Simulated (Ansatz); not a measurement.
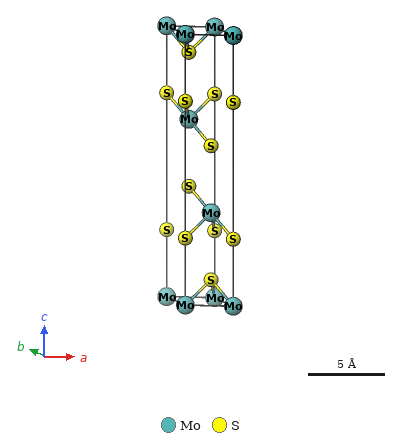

Figure 1. The structure (ball-and-stick view of the cell 3 times as large as that of the calculation, set on its symmetry axes, seen slightly off an axis). Near neighbours in the crystal (not all of them lie inside the picture): Mo has 6 S at 2.42 Å; S has 3 Mo at 2.42 Å.

Single-point calculation, with input and output: MoS$_{2}$ (part 1 of 2)

System: MoS$_{2}$ (R-3m, 3 atoms in the cell).
Method: DFT, HSE06, plane waves, PAW, no spin polarisation (Ansatz 0.2.0).

The structure was built on a prototype by a generator. The geometry comes from this level: r2scan-rvv10.

The program's output:
```
Warning: output.stress: scf.convergence.dr2_threshold = 1e-7 eV (the SCF's general default) is looser than the 3e-10 eV advised for a printed stress (1e-10 eV for each atom of the cell: 3). What an SCF threshold leaves in a stress goes as its square root, and in the free energy as the threshold itself, and one threshold admits the most on a small cell: of the crystals measured, under no hybrid functional and no lock of the moments, on runs that ended without the residual-converged pass, on stresses that held no estimate of that error, the worst erred by over 100 MPa in a component at 1e-7 eV an atom and by under 5 at 1e-10. Set scf.convergence.dr2_threshold to 3e-10 eV or tighter. The threshold is an SCF's pass mark: one that does not reach it within its budget of iterations ends unconverged, or closes short of it on a stop that the run arms, and scf.convergence.dr2_threshold's page says what that costs each kind of run
Warning: output.stress: scf.exx.energy_threshold = 1e-6 eV is looser than the 3e-8 eV advised for a stress under a hybrid functional (1e-8 eV for each atom of the cell: 3). Every SCF of the exchange loop can meet its threshold on dr2 while the loop round them stops early: no threshold on dr2 bounds what that leaves in the stress. Set scf.exx.energy_threshold to 3e-8 eV or tighter. The threshold is the loop's pass mark: a loop that does not reach it within its budget of cycles ends unconverged, and scf.exx.energy_threshold's page has the law
basis.fft_grid_basis auto: the FFT boxes are laid along the combinations [[1, -1, 0], [0, 1, 0], [0, -1, 1]] of the cell's own vectors, 3.193, 6.351 and 3.193 Å long. The dense box has 24×45×24 points. Along the cell's own vectors, as sized, it would have 45×45×45, 3.52 times as many. Of the 12 symmetry operations that the crystal satisfies within crystal.symmetry.tolerance (time reversal apart; of a slab, those that keep its plane) the dense box along the cell's own vectors carries 12, and the one as laid loses 8 of those. basis.fft_grid_basis: typed keeps the cell's own vectors: state it where this run's energies or levels are differenced outside the engine with another run's, or held beside a run that keeps those vectors. Those combinations have planes normal to reciprocal vector 3, as the cell's own vectors have. Each planar average written beside output.write_density, output.write_potential has a row for each plane of the box: 24. The volumetric files lie along those combinations, not along the cell's own vectors: a cube or XSF file states them, and fields.json those of NumPy files.
scf.n_extra_bands = 4 over 13 filled bands (N_el = 26.0): the run solves 17 bands
Engine: ansatz 0.2.0, x86_64-unknown-linux-gnu
Pseudopotentials: kind: paw
Pseudopotential: Mo, paw, valence charge 14, recommended cutoff 420 eV (normal), Mo.paw.azcp
Pseudopotential: S, paw, valence charge 6, recommended cutoff 420 eV (normal), S.paw.azcp
Functional definition: HSE06
  parameter a = 0.25
  parameter omega = 0.11/bohr
  exchange = pbe_x - a*pbe_x_sr(omega) + a*exact_x_sr(omega)
  correlation = pbe_c
Crystal: 3 atoms, lattice volume = 53.660 Å³
Basis set: ecut = 420 eV, 1059 PW (Γ), FFT grids on a1−a2, a2, −a2+a3, exchange–correlation on 48×90×48 points (8 copies of the dense FFT grid, shifted against one another)
Bands: 17, of which v1, the nominal top of the filled ones, is band 13 counted from 1 (12 counted from 0)
Symmetry: 12 space group operations
Space group: R-3m (ITA 166), of the structure as read, at distance tolerance 3.8e-5 Å
k-points: 13 of 64
Non-local potential: Mo, projectors of the file, l = 0: 3, l = 1: 2, l = 2: 2, l = 3: 1
Non-local potential: S, projectors of the file, l = 0: 2, l = 1: 2, l = 2: 2
PAW form: soft (Blöchl's): semilocal exchange-correlation on the pseudo side does not see the compensation charge
PAW frozen core: Mo, regenerated for the run's functional, and the local potential with it (the file was generated under x = pbe(κ = 0.804, μ = 0.2195149727645171), c = pbe(β = 0.06672455060314922))
PAW frozen core: S, regenerated for the run's functional, and the local potential with it (the file was generated under x = pbe(κ = 0.804, μ = 0.2195149727645171), c = pbe(β = 0.06672455060314922))
PAW one-centre angular grid: Mo, 590 points (default); XC on 64 Gauss nodes
PAW one-centre angular grid: S, 110 points (default); XC on 64 Gauss nodes
Initial density: superposition of atomic densities (neutral atoms: chi_scale 0, normalization atom), corrected by the library's trained network
Initial wavefunctions: pseudopotential atomic-orbital guess
Functional: x = pbe(κ = 0.804, μ = 0.2195149727645171), c = pbe(β = 0.06672455060314922), warm-up for x = pbe(κ = 0.804, μ = 0.2195149727645171) + 0.25 (exact − pbe) at short range (hse, ω = 0.20786987370883472 Å⁻¹), c = pbe(β = 0.06672455060314922); HSE06 as pw.x's `hse` composes it (authors' and Libxc's form: `xc: wpbeh`)
SCF iter   1: F=—  HF=-6761.836275 eV  |F-HF|=—  |Δ(HF+E_count)|=         —  Δρ=7.39e-3  dr2=5.24e-2  ethr=1.77e-3  ⟨swp⟩=5.5  Hψ=905  notcnv=0
preconditioner: auto → none  [insulator: Δε(μ)=0.066 eV  Ē_g=7.924 eV  σ=0.020 eV  W_gap=0.58  n_scr=16 (ndim 8)  ℏωp=21.5 eV  f_vac=0.009  D(μ)=4.67/eV (n_scr^D=48)]
iter 2 solved again at ethr=1.67e-5 eV; its pass at ethr=2.02e-4 eV (dr2=4.35e-3 eV) is discarded
SCF iter   2: F=—  HF=-6761.828688 eV  |F-HF|=—  |Δ(HF+E_count)|=   7.59e-3  Δρ=2.67e-3  dr2=4.04e-3  ethr=1.67e-5  ⟨swp⟩=2.7  Hψ=909  notcnv=0  defer=1
preconditioner: auto → Kerker (q_TF=auto, 2.418 Å⁻¹)  [metal: Δε(μ)=0.030 eV  Ē_g=7.896 eV  σ=0.020 eV  W_gap=0.35  n_scr=16 (ndim 8)  ℏωp=21.5 eV  f_vac=0.010  D(μ)=5.04/eV (n_scr^D=60)]
SCF iter   3: F=—  HF=-6761.828588 eV  |F-HF|=—  |Δ(HF+E_count)|=   9.97e-5  Δρ=8.92e-4  dr2=1.01e-3  ethr=1.55e-5  ⟨swp⟩=3.1  Hψ=476  notcnv=0
SCF iter   4: F=—  HF=-6761.828520 eV  |F-HF|=—  |Δ(HF+E_count)|=   6.77e-5  Δρ=3.81e-4  dr2=1.11e-4  ethr=3.87e-6  ⟨swp⟩=3.0  Hψ=417  notcnv=0
SCF iter   5: F=—  HF=-6761.828525 eV  |F-HF|=—  |Δ(HF+E_count)|=   5.00e-6  Δρ=1.05e-4  dr2=9.97e-6  ethr=4.28e-7  ⟨swp⟩=3.0  Hψ=495  notcnv=0
SCF iter   6: F=—  HF=-6761.828529 eV  |F-HF|=—  |Δ(HF+E_count)|=   3.89e-6  Δρ=4.48e-5  dr2=5.01e-6  ethr=3.84e-8  ⟨swp⟩=3.0  Hψ=436  notcnv=0
SCF iter   7: F=—  HF=-6761.828529 eV  |F-HF|=—  |Δ(HF+E_count)|=   3.07e-7  Δρ=2.69e-5  dr2=9.43e-7  ethr=1.93e-8  ⟨swp⟩=2.9  Hψ=411  notcnv=0
SCF iter   8: F=—  HF=-6761.828529 eV  |F-HF|=—  |Δ(HF+E_count)|=   6.61e-8  Δρ=1.37e-5  dr2=2.28e-7  ethr=3.63e-9  ⟨swp⟩=3.8  Hψ=517  notcnv=0
SCF iter   9: F=—  HF=-6761.828529 eV  |F-HF|=—  |Δ(HF+E_count)|=   4.25e-8  Δρ=5.56e-6  dr2=3.43e-8  ethr=8.76e-10  ⟨swp⟩=2.8  Hψ=419  notcnv=0
SCF iter  10: F=-6761.828529 eV  HF=-6761.828529 eV  |F-HF|=1.64e-11  |Δ(HF+E_count)|=   5.13e-9  Δρ=6.29e-7  dr2=1.80e-10  ethr=1.32e-10  ⟨swp⟩=3.1  Hψ=492  notcnv=0
SCF 1 converged in 10 iterations: F = -6761.828529 eV  dr2 = 1.80e-10
  greatest PAW one-centre occupation: 0.998 electrons in one spin orbital (limit 2), on the Mo atom at site 0 (counted from 0), in its partial waves of l = 0
Initial density: handed on by an earlier stage of this run
Initial wavefunctions: those handed on with the density
Functional: x = pbe(κ = 0.804, μ = 0.2195149727645171) + 0.25 (exact − pbe) at short range (hse, ω = 0.20786987370883472 Å⁻¹), c = pbe(β = 0.06672455060314922); HSE06 as pw.x's `hse` composes it (authors' and Libxc's form: `xc: wpbeh`)
Exchange kernel: α = 0.2500, screened, ω = 0.2079 Å⁻¹, Wigner–Seitz truncation, v(0) = 1003.5153 eV·Å³, q-mesh 4×4×4, nearest image of the exchange supercell L = 12.77 Å, pair-density grid 20×45×20, without the augmentation charges, whose exchange is taken in its separable form by FFT convolution over the k-point mesh (the finest that the files' search goes to), smooth part of the exact exchange by density-matrix convolution
Frozen-core exchange: fock
iter 1 solved again at ethr=6.42e-4 eV; its pass at ethr=1.00e-1 eV (dr2=1.67e-1 eV) is discarded
SCF iter   1: F=—  HF=-6764.619175 eV  |F-HF|=—  |Δ(HF+E_count)|=         —  Δρ=1.23e-2  dr2=1.74e-1  ethr=6.42e-4  ⟨swp⟩=3.0  Hψ=901  notcnv=0
preconditioner: auto → none  [insulator: Δε(μ)=0.091 eV  Ē_g=9.321 eV  σ=0.020 eV  W_gap=0.63  n_scr=16 (ndim 8)  ℏωp=21.5 eV  f_vac=0.012  D(μ)=4.53/eV (n_scr^D=42)]
SCF iter   2: F=—  HF=-6764.696904 eV  |F-HF|=—  |Δ(HF+E_count)|=   7.77e-2  Δρ=1.81e-2  dr2=6.15e-1  ethr=6.42e-4  ⟨swp⟩=3.8  Hψ=638  notcnv=0  recentre
SCF iter   3: F=—  HF=-6764.595338 eV  |F-HF|=—  |Δ(HF+E_count)|=   1.02e-1  Δρ=4.47e-3  dr2=1.45e-2  ethr=6.42e-4  ⟨swp⟩=3.5  Hψ=566  notcnv=0
SCF iter   4: F=—  HF=-6764.591579 eV  |F-HF|=—  |Δ(HF+E_count)|=   3.76e-3  Δρ=1.07e-3  dr2=1.14e-3  ethr=5.35e-5  ⟨swp⟩=3.0  Hψ=535  notcnv=0
SCF iter   5: F=—  HF=-6764.591689 eV  |F-HF|=—  |Δ(HF+E_count)|=   1.11e-4  Δρ=5.99e-4  dr2=5.24e-4  ethr=2.87e-6  ⟨swp⟩=3.0  Hψ=435  notcnv=0
SCF iter   6: F=—  HF=-6764.592170 eV  |F-HF|=—  |Δ(HF+E_count)|=   4.81e-4  Δρ=6.20e-4  dr2=4.55e-4  ethr=9.64e-7  ⟨swp⟩=3.1  Hψ=473  notcnv=0
SCF iter   7: F=—  HF=-6764.592525 eV  |F-HF|=—  |Δ(HF+E_count)|=   3.55e-4  Δρ=5.41e-4  dr2=2.77e-4  ethr=8.19e-7  ⟨swp⟩=3.1  Hψ=486  notcnv=0
SCF iter   8: F=—  HF=-6764.592941 eV  |F-HF|=—  |Δ(HF+E_count)|=   4.16e-4  Δρ=2.64e-4  dr2=5.23e-5  ethr=4.57e-7  ⟨swp⟩=4.0  Hψ=659  notcnv=0
SCF iter   9: F=—  HF=-6764.592979 eV  |F-HF|=—  |Δ(HF+E_count)|=   3.79e-5  Δρ=1.01e-4  dr2=1.46e-5  ethr=1.21e-7  ⟨swp⟩=3.6  Hψ=584  notcnv=0
SCF iter  10: F=-6764.592973 eV  HF=-6764.592978 eV  |F-HF|=5.11e-6  |Δ(HF+E_count)|=   8.49e-7  Δρ=7.22e-5  dr2=7.45e-6  ethr=4.60e-8  ⟨swp⟩=2.0  Hψ=399  notcnv=0
SCF 2 stopped early in 10 iterations: F = -6764.592973 eV  dr2 = 7.45e-6
  Residual-converged pass: ⟨swp⟩=4.0  Hψ=588  notcnv=0  max |occ|·‖R‖ = 6.5e-6 eV (tolerance 6.7e-6 eV)  dr2=7.34e-6  dr2_onsite=1.08e-7  max |Δocc| = 1.9e-8
hybrid outer 1: dexx = +2.153e-2 eV, tail = 4.76e-5 eV
Exchange kernel: α = 0.2500, screened, ω = 0.2079 Å⁻¹, Wigner–Seitz truncation, v(0) = 1003.5153 eV·Å³, q-mesh 4×4×4, nearest image of the exchange supercell L = 12.77 Å, pair-density grid 20×45×20, without the augmentation charges, whose exchange is taken in its separable form by FFT convolution over the k-point mesh (the finest that the files' search goes to), smooth part of the exact exchange by density-matrix convolution
Frozen-core exchange: fock
SCF iter   1: F=—  HF=-6764.592952 eV  |F-HF|=—  |Δ(HF+E_count)|=         —  Δρ=5.65e-5  dr2=1.00e-6  ethr=5.70e-7  ⟨swp⟩=3.5  Hψ=532  notcnv=0
preconditioner: auto → none  [insulator: Δε(μ)=0.064 eV  Ē_g=9.211 eV  σ=0.020 eV  W_gap=0.65  n_scr=16 (ndim 8)  ℏωp=21.5 eV  f_vac=0.015  D(μ)=4.35/eV (n_scr^D=42)]
SCF iter   2: F=—  HF=-6764.592953 eV  |F-HF|=—  |Δ(HF+E_count)|=   8.41e-7  Δρ=3.99e-5  dr2=2.15e-6  ethr=3.24e-9  ⟨swp⟩=3.8  Hψ=516  notcnv=0
SCF iter   3: F=—  HF=-6764.592953 eV  |F-HF|=—  |Δ(HF+E_count)|=   4.04e-8  Δρ=2.56e-5  dr2=8.13e-7  ethr=3.24e-9  ⟨swp⟩=3.1  Hψ=477  notcnv=0  defer=1
SCF iter   4: F=—  HF=-6764.592953 eV  |F-HF|=—  |Δ(HF+E_count)|=   5.64e-8  Δρ=1.97e-5  dr2=4.24e-7  ethr=2.64e-9  ⟨swp⟩=2.1  Hψ=400  notcnv=0  defer=1
SCF iter   5: F=—  HF=-6764.592953 eV  |F-HF|=—  |Δ(HF+E_count)|=   1.26e-8  Δρ=7.68e-6  dr2=8.95e-8  ethr=1.46e-9  ⟨swp⟩=3.1  Hψ=461  notcnv=0  defer=1
SCF iter   6: F=—  HF=-6764.592953 eV  |F-HF|=—  |Δ(HF+E_count)|=   1.05e-8  Δρ=2.92e-6  dr2=1.40e-8  ethr=3.41e-10  ⟨swp⟩=2.2  Hψ=408  notcnv=0  defer=1
SCF iter   7: F=—  HF=-6764.592953 eV  |F-HF|=—  |Δ(HF+E_count)|=   1.95e-9  Δρ=1.15e-6  dr2=1.86e-9  ethr=5.31e-11  ⟨swp⟩=2.6  Hψ=445  notcnv=0  defer=1
SCF iter   8: F=-6764.592953 eV  HF=-6764.592953 eV  |F-HF|=1.64e-11  |Δ(HF+E_count)|=  4.86e-10  Δρ=1.30e-7  dr2=1.72e-11  ethr=7.08e-12  ⟨swp⟩=3.1  Hψ=436  notcnv=0  defer=1
SCF 3 converged in 8 iterations: F = -6764.592953 eV  dr2 = 1.72e-11
  Residual-converged pass: ⟨swp⟩=3.9  Hψ=589  notcnv=0  max |occ|·‖R‖ = 2.6e-7 eV (tolerance 2.7e-7 eV)  dr2=1.26e-11  dr2_onsite=5.17e-13  max |Δocc| = 1.4e-12
```

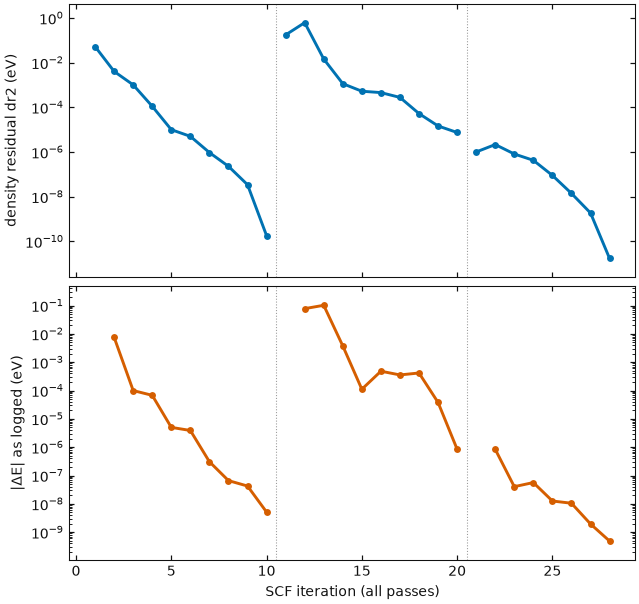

Figure 2. Convergence of the self-consistent field: density residual dr2 and size of the energy change against the SCF iteration. The run starts with a semilocal functional; after that each stretch between dotted lines is one SCF of the hybrid functional between two exact rebuilds of the exchange operator by the outer loop. Early passes are stopped at a loose threshold. The passes take 10, 10 and 8 iterations.
